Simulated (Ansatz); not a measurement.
# Two runs on SiC

System: SiC (P6₃mc, 4 atoms in the cell).
Method of run 1: Kohn-Sham DFT of a periodic cell, PBE with D4, Ansatz PAW, no spin polarisation (Ansatz 0.2.0).

The structure derives from an entry of the Crystallography Open Database. Text and figures count atoms from 1; the logs count them from 0 in places.

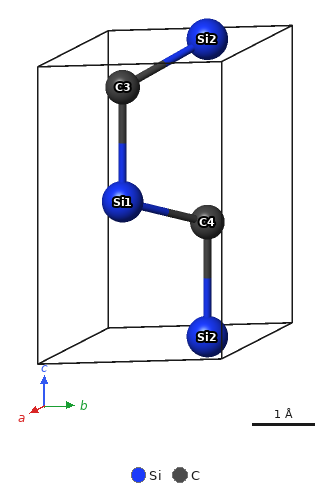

**Figure 1.** The input geometry (ball-and-stick view of the cell of the calculation, seen slightly off an axis; atoms are numbered from 1 in the order of the input).

Input file, run 1:
```yaml
crystal:
  lattice:
    - [3.0132068704, 0.0, 0.0]
    - [-1.5066034352, 2.6095136966, 0.0]
    - [0.0, 0.0, 4.9449506768]
  atoms:
    - { symbol: Si, position: [0.6666666667, 0.3333333333, 0.5] }
    - { symbol: Si, position: [0.3333333333, 0.6666666667, 0.0] }
    - { symbol: C, position: [0.6666666667, 0.3333333333, 0.885] }
    - { symbol: C, position: [0.3333333333, 0.6666666667, 0.385] }
hamiltonian:
  xc: pbe
  pseudopotentials: { kind: paw }
  dispersion: d4
kpoints:
  mp_grid: { grid: [10, 10, 5] }
scf:
  occupations: { method: fermi_dirac, width: 0.05 }
output:
  forces: true
  stress: true
  eigenvalues: true
```

Launched with:
```bash
ansatz run input.yaml --threads 2 --pin off --max-ram 5120MiB --backend cpu --events-out ev --progress --plain --runs-dir out
```

Hardware: 2 threads of Arm Neoverse V2, 24 GiB of memory available, shared host.

Output, shortened to warnings, some set-up lines, iterations and results (run 1):
```
Basis set: ecut = 420 eV, 749 PW (Γ), exchange–correlation on 48×48×72 points (8 copies of the dense FFT grid, shifted against one another)
Symmetry: 12 space group operations
k-points: 42 of 500 (time reversal used)
Initial density: superposition of atomic densities (neutral atoms: chi_scale 0, normalization atom), corrected by the library's trained network
[...]
SCF iter   1: F=—  HF=-1775.477989 eV  |F-HF|=—  |Δ(HF+E_count)|=         —  Δρ=2.14e-3  dr2=1.69e-3  ethr=1.77e-3  ⟨swp⟩=5.2  Hψ=3315  notcnv=0
SCF iter   2: F=—  HF=-1775.478142 eV  |F-HF|=—  |Δ(HF+E_count)|=   1.53e-4  Δρ=8.05e-4  dr2=1.18e-4  ethr=1.05e-5  ⟨swp⟩=2.4  Hψ=1184  notcnv=0
SCF iter   3: F=—  HF=-1775.478198 eV  |F-HF|=—  |Δ(HF+E_count)|=   5.53e-5  Δρ=3.67e-4  dr2=2.04e-5  ethr=7.36e-7  ⟨swp⟩=2.3  Hψ=821  notcnv=0
SCF iter   4: F=—  HF=-1775.478185 eV  |F-HF|=—  |Δ(HF+E_count)|=   1.22e-5  Δρ=1.30e-4  dr2=2.78e-6  ethr=1.27e-7  ⟨swp⟩=2.7  Hψ=835  notcnv=0
SCF iter   5: F=-1775.478190 eV  HF=-1775.478189 eV  |F-HF|=9.60e-8  |Δ(HF+E_count)|=   4.02e-6  Δρ=2.30e-5  dr2=9.44e-8  ethr=1.74e-8  ⟨swp⟩=2.5  Hψ=805  notcnv=0
SCF iter   6: F=-1775.478190 eV  HF=-1775.478190 eV  |F-HF|=5.70e-10  |Δ(HF+E_count)|=   1.09e-7  Δρ=2.53e-6  dr2=1.26e-9  ethr=5.90e-10  ⟨swp⟩=2.7  Hψ=1941  notcnv=0
SCF 1 converged in 6 iterations: F = -1775.478190 eV  dr2 = 1.26e-9
SCF converged after 6 iterations
Free energy (F): -1775.478190 eV
Harris-Foulkes:  -1775.478190 eV  (|F-HF|=5.70e-10)
Internal energy: -1775.478190 eV  (E = F + TS)
E sigma→0 (E₀):  -1775.478190 eV
Fermi energy:    11.739989 eV
--- Per-component energies (eV) ---
  E_band       = 67.627334
  E_kinetic    = 278.687515
  E_local      = -203.603693  (includes V_loc(G=0)·N_el)
  E_nonlocal   = 105.404166
  E_hartree    = 64.027468
  E_xc         = -213.413352
  E_vxc        = -221.865268  (∫ρ·V_xc dr)
  E_paw        = -1224.774559  (= ΣΔE_a)
  E_vpaw       = -19.050653  (= ΣTr[D̂ρ^β])
  E_aug_tail   = 0.000029  (compensation charges beyond the density's cutoff)
  E_ewald      = -580.419505
  E_disp       = -1.386260  (pairwise vdW)
  E_smearing   = -0.000000  (= −TS)
  E_closure    = -0.000000  (closes the sum)
  Σ components = -1775.478190   (vs F -1775.478190, Δ=0.00e0)
--- Forces (eV/Å), atoms counted from 1 ---
  atom   1  Si    -0.00000000     0.00000000     0.84716915
  atom   2  Si    -0.00000000    -0.00000000     0.84716915
  atom   3  C      0.00000000     0.00000000    -0.84717947
  atom   4  C     -0.00000000    -0.00000000    -0.84717947
  max |Σ_I F_I| component: 2.06e-5 eV/Å
--- Stress (GPa, compression-positive) ---
       17.230428       0.000000      -0.000000
        0.000000      17.230428      -0.000000
        0.000000       0.000000       9.740666
  P = ⅓ Tr σ = 14.7338 GPa (147.338 kbar)
```

The input of run 2 differs as follows (lines with − go, lines with + come):
```diff
-  pseudopotentials: { kind: paw }
-  dispersion: d4
+  pseudopotentials: { kind: paw, source: jth }
```

What does this change do to the results?

The total energies belong to different models, so their difference says nothing on which is more stable or more accurate. The pressure goes from 14.73 to 18.80 GPa. The SCF takes 8 iterations against 6. The default cutoff goes from 420 to 780 eV with the change. The plane waves at Γ go from 749 to 1919. The two runs start from different initial densities, which also moves the count.

Output, shortened to warnings, some set-up lines, iterations and results (run 2):
```
Warning: [file] the checks of this Si dataset prove no rule for summing its radial tables, as where they were carried onto another mesh than they were made on, and Gregory's rule is taken, under which a leading mesh point left out moves its sums only by what lay on the interval it spanned. That does not make them correct, and they differ from Quantum ESPRESSO's on this file; a re-export a …
Warning: [file] the checks of this C dataset prove no rule for summing its radial tables, as where they were carried onto another mesh than they were made on, and Gregory's rule is taken, under which a leading mesh point left out moves its sums only by what lay on the interval it spanned. That does not make them correct, and they differ from Quantum ESPRESSO's on this file; a re-export a fraction …
Basis set: ecut = 780 eV, 1919 PW (Γ), exchange–correlation on 80×80×128 points (8 copies of the dense FFT grid, shifted against one another)
Symmetry: 12 space group operations
k-points: 42 of 500 (time reversal used)
Initial density: superposition of atomic densities (chi_scale 0.1, normalization cell, long waves kept (reshape's long-wave potential 0.00 eV rms))
[...]
SCF iter   1: F=—  HF=-1777.382707 eV  |F-HF|=—  |Δ(HF+E_count)|=         —  Δρ=1.54e-1  dr2=1.08e1  ethr=3.10e-3  ⟨swp⟩=8.0  Hψ=4636  notcnv=0
SCF iter   2: F=—  HF=-1774.078296 eV  |F-HF|=—  |Δ(HF+E_count)|=    3.30e0  Δρ=4.84e-2  dr2=5.12e-1  ethr=3.10e-3  ⟨swp⟩=5.1  Hψ=1873  notcnv=0
SCF iter   3: F=—  HF=-1773.963727 eV  |F-HF|=—  |Δ(HF+E_count)|=   1.15e-1  Δρ=1.99e-2  dr2=7.69e-2  ethr=3.10e-3  ⟨swp⟩=2.6  Hψ=1120  notcnv=0
SCF iter   4: F=—  HF=-1773.962126 eV  |F-HF|=—  |Δ(HF+E_count)|=   1.60e-3  Δρ=1.83e-3  dr2=7.99e-4  ethr=4.81e-4  ⟨swp⟩=2.0  Hψ=683  notcnv=0
SCF iter   5: F=—  HF=-1773.963106 eV  |F-HF|=—  |Δ(HF+E_count)|=   9.81e-4  Δρ=2.52e-4  dr2=7.78e-6  ethr=4.99e-6  ⟨swp⟩=3.8  Hψ=1208  notcnv=0
SCF iter   6: F=—  HF=-1773.962111 eV  |F-HF|=—  |Δ(HF+E_count)|=   9.96e-4  Δρ=5.74e-5  dr2=7.20e-7  ethr=4.87e-8  ⟨swp⟩=4.1  Hψ=1419  notcnv=0
SCF iter   7: F=—  HF=-1773.962107 eV  |F-HF|=—  |Δ(HF+E_count)|=   3.27e-6  Δρ=1.81e-5  dr2=6.58e-8  ethr=6.25e-10  ⟨swp⟩=11.5  Hψ=4386  notcnv=0
SCF iter   8: F=-1773.962106 eV  HF=-1773.962106 eV  |F-HF|=1.49e-7  |Δ(HF+E_count)|=   1.30e-6  Δρ=5.21e-6  dr2=4.00e-9  ethr=4.11e-10  ⟨swp⟩=7.6  Hψ=2726  notcnv=0
SCF 1 converged in 8 iterations: F = -1773.962106 eV  dr2 = 4.00e-9
SCF converged after 8 iterations
Free energy (F): -1773.962106 eV
Harris-Foulkes:  -1773.962106 eV  (|F-HF|=1.49e-7)
Internal energy: -1773.962106 eV  (E = F + TS)
E sigma→0 (E₀):  -1773.962106 eV
Fermi energy:    11.787748 eV
--- Per-component energies (eV) ---
  E_band       = 67.979542
  E_kinetic    = 283.585670
  E_local      = -184.990742  (includes V_loc(G=0)·N_el)
  E_nonlocal   = 81.164199
  E_hartree    = 63.751236
  E_xc         = -253.983904
  E_vxc        = -223.072413  (∫ρ·V_xc dr)
  E_paw        = -1183.069079  (= ΣΔE_a)
  E_vpaw       = -16.210019  (= ΣTr[D̂ρ^β])
  E_aug_tail   = 0.000018  (compensation charges beyond the density's cutoff)
  E_ewald      = -580.419505
  E_smearing   = -0.000000  (= −TS)
  E_closure    = 0.000000  (closes the sum)
  Σ components = -1773.962106   (vs F -1773.962106, Δ=0.00e0)
--- Forces (eV/Å), atoms counted from 1 ---
  atom   1  Si     0.00000000     0.00000000     0.84921020
  atom   2  Si     0.00000000    -0.00000000     0.84921020
  atom   3  C      0.00000000     0.00000000    -0.84941450
  atom   4  C     -0.00000000    -0.00000000    -0.84941450
  max |Σ_I F_I| component: 4.09e-4 eV/Å
--- Stress (GPa, compression-positive) ---
       21.294484       0.000000       0.000000
       -0.000000      21.294484      -0.000000
        0.000000       0.000000      13.807364
  P = ⅓ Tr σ = 18.7988 GPa (187.988 kbar)
```

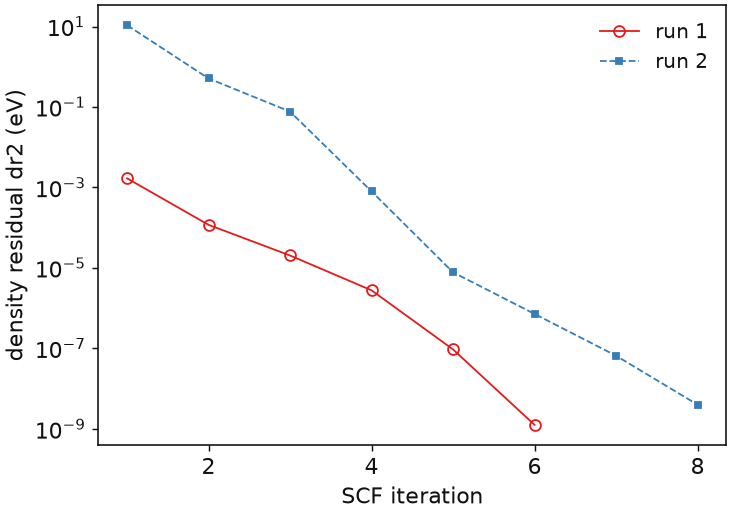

**Figure 2.** Convergence of the two runs: density residual dr2 against the SCF iteration. Run 1 takes 6 iterations in all, and run 2 takes 8.

The two runs side by side:

| quantity | run 1 | run 2 |
| --- | --- | --- |
| outcome | converged | converged |
| free energy per atom (eV) | −443.8695 | −443.4905 |
| gap on the mesh (eV) | 2.38 | 2.38 |
| pressure (GPa) | 14.73 | 18.80 |
| largest force (eV/Å) | 0.847 | 0.849 |
| SCF iterations | 6 | 8 |
| irreducible k-points | 42 | 42 |
| plane waves at Γ | 749 | 1919 |
| wall time (shared host) | 1.3 s | 3.2 s |

For run 1: The cell is under a pressure of 14.7 GPa at this level, so it is not at its equilibrium volume. For run 2: The cell is under a pressure of 18.8 GPa at this level, so it is not at its equilibrium volume.
